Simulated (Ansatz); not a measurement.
## Energy of Ga along an even scaling of the cell

System: Ga (1 atom in the cell).
Method: Kohn-Sham DFT of a periodic cell, PBE, Ansatz PAW, no spin polarisation (Ansatz 0.2.0).

The 7 runs differ only in the geometry, by an even scaling of the cell at fixed fractional positions. The structure derives from a Materials Project entry.

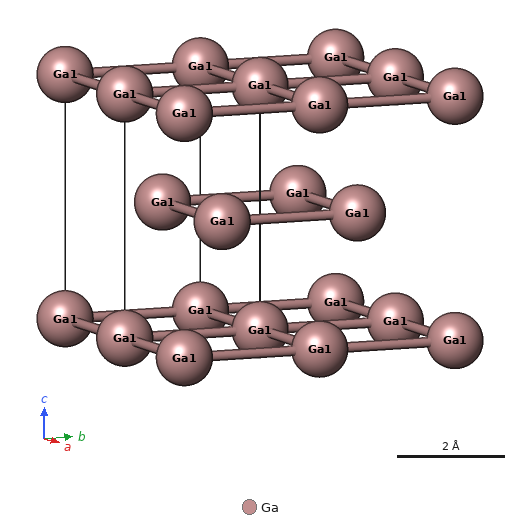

Figure 1. The structure of run 4 (ball-and-stick view of the cell 2 times as large as that of the calculation, set on its symmetry axes, repeated 2 × 2 × 1, seen slightly off an axis; atoms are numbered from 1 in the order of the input).

**Input of run 4**
```yaml
crystal:
  lattice:
    - [-1.3843987196, 1.3843987196, 2.3112238365]
    - [1.3843987196, -1.3843987196, 2.3112238365]
    - [1.3843987196, 1.3843987196, -2.3112238365]
  atoms:
    - { symbol: Ga, position: [0.0, 0.0, 0.0] }
hamiltonian:
  xc: pbe
  pseudopotentials: { kind: paw }
kpoints:
  mp_grid: { grid: [13, 13, 13] }
scf:
  occupations: { method: fermi_dirac, width: 0.05 }
output:
  forces: true
  stress: true
  eigenvalues: true
```

Command:
```bash
ansatz run input.yaml --threads 1 --pin off --max-ram 2560MiB --backend cpu --events-out ev --progress --plain --runs-dir out
```

Run 5 differs from it as follows:
```diff
-    - [-1.3843987196, 1.3843987196, 2.3112238365]
-    - [1.3843987196, -1.3843987196, 2.3112238365]
-    - [1.3843987196, 1.3843987196, -2.3112238365]
+    - [-1.3935671902, 1.3935671902, 2.3265304007]
+    - [1.3935671902, -1.3935671902, 2.3265304007]
+    - [1.3935671902, 1.3935671902, -2.3265304007]
```

**Results, with one run withheld**

```csv
run,volume per atom (Å³),"free energy per atom, from the lowest run given (meV)",pressure (GPa)
1,16.655,49.70,8.35
2,17.010,33.26,6.54
3,17.364,20.61,4.93
4,17.718,11.32,3.50
5,18.073,?,?
6,18.427,1.36,1.11
7,18.781,0.00,0.14
```

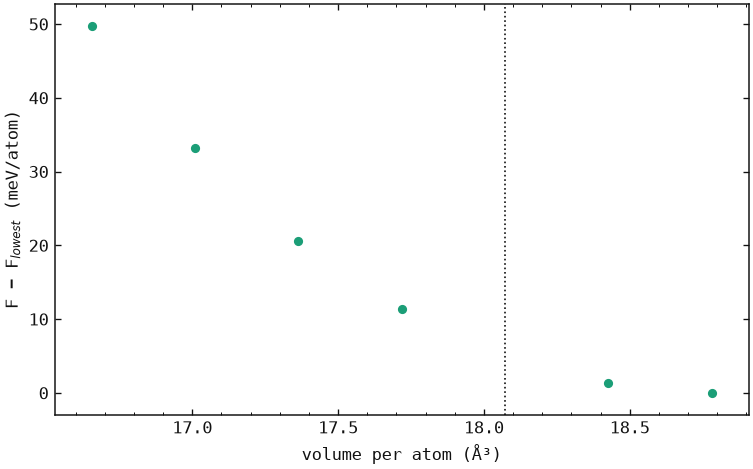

Figure 2. Free energy per atom of the runs given; the dotted line marks run 5.

What should run 5 give?

A cubic polynomial in V^(−2/3) (the Birch–Murnaghan form), fitted to the 6 runs given, misses them by at most 0.02 meV per atom. With x = V^(−2/3) − 0.14761 Å⁻², it reads F = 13.278 + 4280.6 x + 3.5488e+05 x² + 1.6161e+06 x³ (meV per atom). At run 5 it gives 5.01 meV per atom, and the run itself gives 5.02. The slope of the fit gives a pressure −dF/dV of 2.23 GPa there, and the run prints 2.23 GPa. The fit has no minimum inside this range.

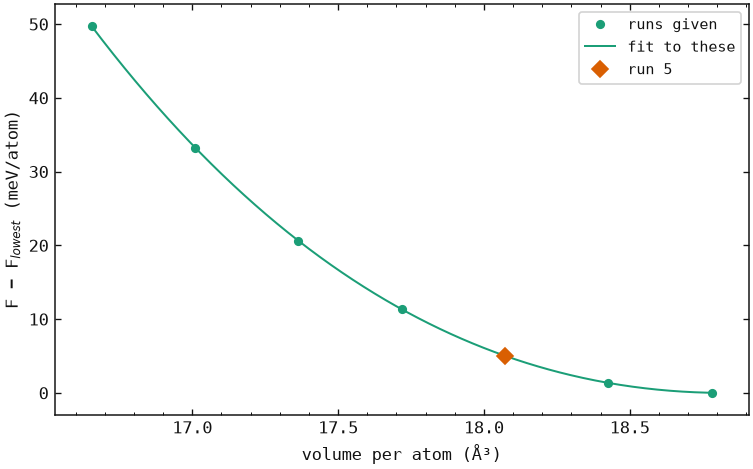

Figure 3. The fit and the withheld run.

**Output, shortened to warnings, some set-up lines, iterations and results (run 5)**
```
Basis set: ecut = 420 eV, 347 PW (Γ), exchange–correlation on 48×48×48 points (8 copies of the dense FFT grid, shifted against one another)
Symmetry: 16 space group operations
k-points: 196 of 2197
Initial density: superposition of atomic densities (neutral atoms: chi_scale 0, normalization atom), corrected by the library's trained network
[...]
SCF iter   1: F=—  HF=-3782.994481 eV  |F-HF|=—  |Δ(HF+E_count)|=         —  Δρ=1.50e-3  dr2=1.69e-4  ethr=1.77e-3  ⟨swp⟩=5.2  Hψ=12847  notcnv=0
SCF iter   2: F=—  HF=-3782.994371 eV  |F-HF|=—  |Δ(HF+E_count)|=   1.10e-4  Δρ=5.17e-4  dr2=4.54e-5  ethr=1.30e-6  ⟨swp⟩=2.1  Hψ=4778  notcnv=0
SCF iter   3: F=—  HF=-3782.994365 eV  |F-HF|=—  |Δ(HF+E_count)|=   6.25e-6  Δρ=3.65e-4  dr2=9.32e-6  ethr=3.49e-7  ⟨swp⟩=2.0  Hψ=3349  notcnv=0
SCF iter   4: F=—  HF=-3782.994366 eV  |F-HF|=—  |Δ(HF+E_count)|=   1.21e-6  Δρ=1.19e-4  dr2=1.33e-6  ethr=7.17e-8  ⟨swp⟩=2.0  Hψ=3351  notcnv=0
SCF iter   5: F=-3782.994365 eV  HF=-3782.994365 eV  |F-HF|=4.28e-9  |Δ(HF+E_count)|=   1.11e-6  Δρ=6.80e-6  dr2=3.22e-9  ethr=1.02e-8  ⟨swp⟩=2.0  Hψ=3343  notcnv=0
SCF iter   6: F=-3782.994365 eV  HF=-3782.994365 eV  |F-HF|=4.14e-10  |Δ(HF+E_count)|=   5.65e-9  Δρ=1.52e-6  dr2=2.03e-10  ethr=2.48e-11  ⟨swp⟩=2.7  Hψ=7114  notcnv=0
SCF 1 converged in 6 iterations: F = -3782.994365 eV  dr2 = 2.03e-10
SCF converged after 6 iterations
Free energy (F): -3782.994365 eV
Harris-Foulkes:  -3782.994365 eV  (|F-HF|=4.14e-10)
Internal energy: -3782.991289 eV  (E = F + TS)
E sigma→0 (E₀):  -3782.992827 eV
Entropy (-TS):   -0.003076 eV (-3.076 meV/atom)
Fermi energy:    10.250923 eV
--- Per-component energies (eV) ---
  E_band       = -28.271979
  E_kinetic    = 115.029891
  E_local      = -1753.010138  (includes V_loc(G=0)·N_el)
  E_nonlocal   = 422.335107
  E_hartree    = 825.843350
  E_xc         = -69.587446
  E_vxc        = -58.425890  (∫ρ·V_xc dr)
  E_paw        = -1985.677945  (= ΣΔE_a)
  E_vpaw       = -405.888363  (= ΣTr[D̂ρ^β])
  E_aug_tail   = -0.000106  (compensation charges beyond the density's cutoff)
  E_ewald      = -1337.924003
  E_smearing   = -0.003076  (= −TS)
  E_closure    = -0.000000  (closes the sum)
  Σ components = -3782.994365   (vs F -3782.994365, Δ=0.00e0)
--- Forces (eV/Å), atoms counted from 1 ---
  atom   1  Ga    -0.00000000     0.00000000    -0.00000000
  max |Σ_I F_I| component: 6.93e-33 eV/Å
--- Stress (GPa, compression-positive) ---
        2.325075      -0.000000       0.000000
       -0.000000       2.325075       0.000000
        0.000000      -0.000000       2.026505
  P = ⅓ Tr σ = 2.2256 GPa (22.256 kbar)
```
